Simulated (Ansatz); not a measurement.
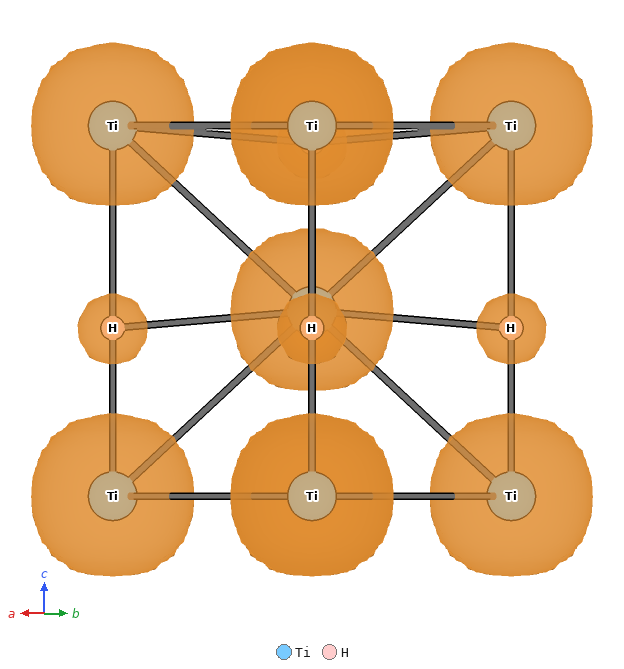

The picture shows: TiH. Isosurface of the valence charge density (pseudo) at 0.8 e/Å³ (orange), seen along [110]. Sticks mark near contacts.

Space group I4mm; a structure from a database of computed crystals, not necessarily the ambient phase; changed on purpose from its base cell (mode 4 frozen in at -0.186 Å, normal strain along x -0.0700); not relaxed (largest force 1.6 eV/Å); computed pressure about 15 GPa in this cell; computed without spin polarisation.

Theory: Ansatz, DFT LDA, scalar-relativistic, plane waves, PAW.

The density is the valence pseudo-density of a PAW calculation; it isn't the true density close to the nuclei.

```yaml
crystal:
  lattice:
    - [0.00000, -2.05162, -2.05162]
    - [0.00000, 2.05162, -2.05162]
    - [3.81602, 0.00000, 0.00000]
  atoms:
    - { symbol: Ti, position: [0.50000, 0.50000, 0.50095] }
    - { symbol: Ti, position: [0.00000, 0.00000, 0.00095] }
    - { symbol: H, position: [0.50000, 0.50000, 0.95467] }
    - { symbol: H, position: [0.00000, 0.00000, 0.45467] }
```

### Which contacts does the surface bridge?

At this value the density breaks into separate islands; it holds about 65 % of the electrons treated as valence (semicore included). It bridges none of the near contacts. It is pinched off along the shortest Ti–H (1.73 Å), Ti–Ti (2.80 Å) and Ti–Ti (2.90 Å) contacts. On the grid the lowest density along these lines, outside the cores, is 0.47 e/Å³ (Ti–H, 1.73 Å), 0.23 e/Å³ (Ti–Ti, 2.80 Å) and 0.21 e/Å³ (Ti–Ti, 2.90 Å).

### Metal or insulator at this level of theory?

It is metallic or semimetallic at this level of theory: no gap opens.
